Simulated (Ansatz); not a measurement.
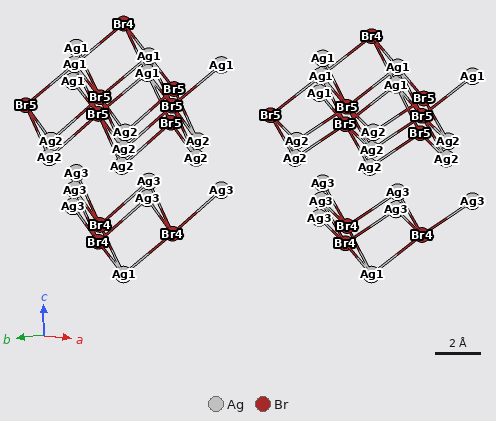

Two geometries of solid Ag₃Br₂ (built on the tetradymite_166 type) (coarse preliminary run), drawn at one scale. One is the start of a relaxation, the other its converged end. Style: ball-and-stick. Shown: the atoms within 5.8 Å of the atom that moves most (axes of the conventional cell (3 times the calculation's cell)), from a free direction. Lengths and directions refer to the drawn axes.

Computed with DFT PBE, scalar-relativistic, plane waves, PAW in Ansatz 0.2.0. (plane-wave cutoff 420 eV; k-point mesh 6 × 6 × 6; occupations gaussian; smearing width 0.1 eV; no spin polarisation; cell and atoms relaxed; force threshold 0.04 eV/Å; at most 70 steps)

**Which one is relaxed?**

The left one is the relaxed one. Case: anti-tetradymite type (R-3m, No. 166). After 4 accepted moves (5 points after the start) the energy has fallen by 0.485 eV per cell of the calculation. The largest force component goes from 1.3 to 0.037 eV/Å. Pressure: 2.10 GPa at the start and −0.20 GPa at the end. At 1 point the geometry stayed and the basis and grid were re-selected for the new cell (energy shift of 0.6 meV per cell of the calculation at most each time). The largest moves relative to the cell, 0.31 Å, are those of Ag2 and Ag3. Ag2 goes along −c. Largest moves by element: Ag 0.31 Å, Br 0.04 Å. Cell: a = b 3.906 → 3.787 Å (−3.1 %), c 27.160 → 28.712 Å (+5.7 %). Volume −0.7 %. Near-neighbour distances that change, for instance: Ag2–Ag3 3.240 → 2.863 Å, Ag2–Br5 2.738 → 2.956 Å, Ag1–Br4 2.892 → 2.878 Å. Among the angles between lasting bonds that change: Ag3–Br4–Ag3 91.0° → 79.7°, Br4–Ag3–Br4 91.0° → 79.7°, Ag1–Br4–Ag3 91.9° → 99.0°. The space group stays R-3m (No. 166).
